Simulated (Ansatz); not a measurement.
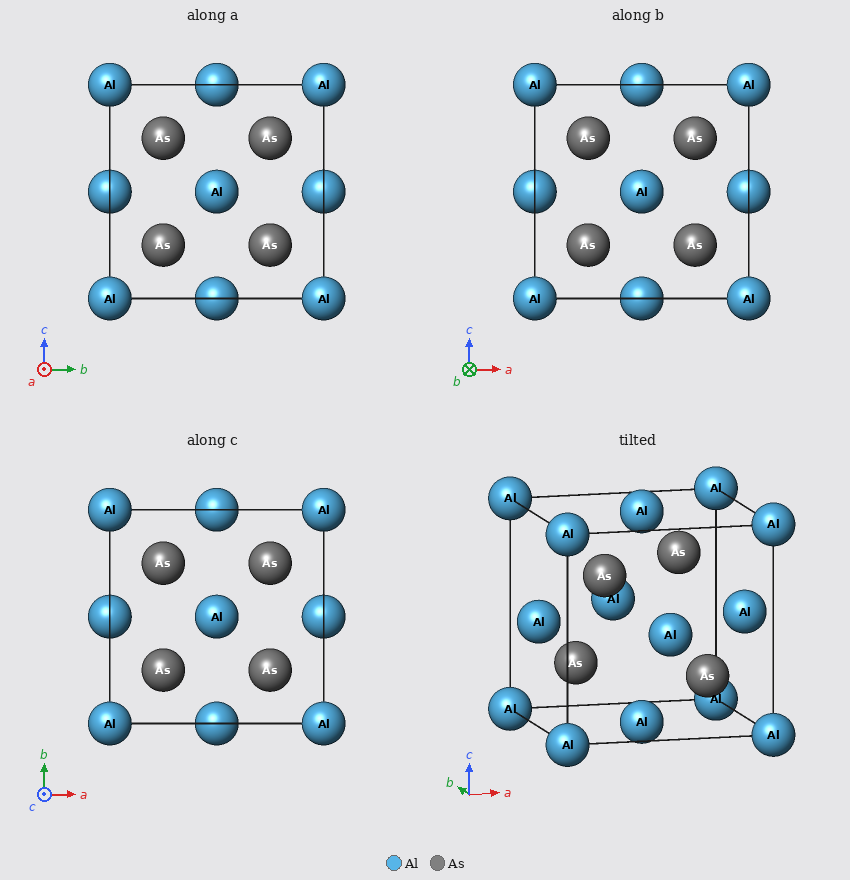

The figure gives a spheres-only picture of the atoms, viewed along the a axis, along the b axis, along the c axis and slightly off an axis. The wireframe shows the conventional unit cell.

Lattice parameters: a = 5.910 Å, b = 5.910 Å, c = 5.910 Å, α = 90.00°, β = 90.00°, γ = 90.00°.

Record the structure as a table of Wyckoff sites.

Answer. Space group F-43m (No. 216).
```tsv
atom	site	x	y	z
Al	4a	0.0000	0.0000	0.0000
As	4d	0.2500	0.2500	0.7500
```

The model was built from a structure type filled with these elements by a generator (whether the compound takes this form wasn't checked). The cell was then strained or its atoms displaced on purpose. It was run through Ansatz as a DFT input.

At this level of theory the cell isn't at rest (stretched, at -5 GPa), so its distances can differ from those at equilibrium, the more so the softer the solid.
